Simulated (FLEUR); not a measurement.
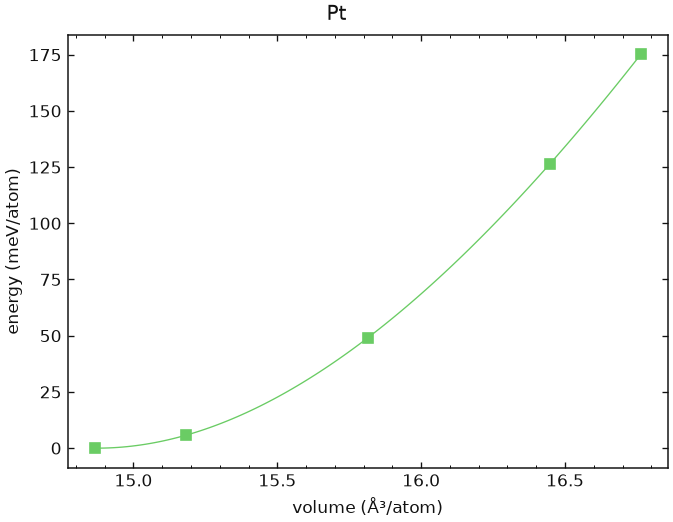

Energy against volume for Pt, space group P6_3/mmc (No. 194).

A third-order Birch–Murnaghan fit gives V0 = 14.87 Å³/atom, B0 = 301 GPa and B′ = 5.3. The energy rises from 0 meV/atom at volume 14.87 Å³/atom to 175 meV/atom at 16.76 Å³/atom.

How it was computed, with FLEUR MaX-R8.1 (later development tree): all-electron LAPW DFT, no spin polarisation; energies at scaled volumes of the given cell, shape and fractions fixed, counted from the fit's minimum, third-order Birch-Murnaghan fit. Level: LDA.

| setting | value |
| --- | --- |
| k mesh | 11×11×6 |
| occupations | Fermi–Dirac |
| smearing width | 0.05 eV |
| potentials | all electron |
| program settings | basis FLAPW, kmax 4.19 1/bohr |

Cell as given: a = 2.761 Å, b = 2.761 Å, c = 4.792 Å, α = 90.00°, β = 90.00°, γ = 120.00°; 2 atoms.

Limits of the calculation: the fit and the printed pressures don't fully agree, or the minimum lies near the end of the range; spin-orbit coupling left out, heavy elements; shape and atomic fractions are frozen while scaling, which makes layered, chain and framework solids too stiff.
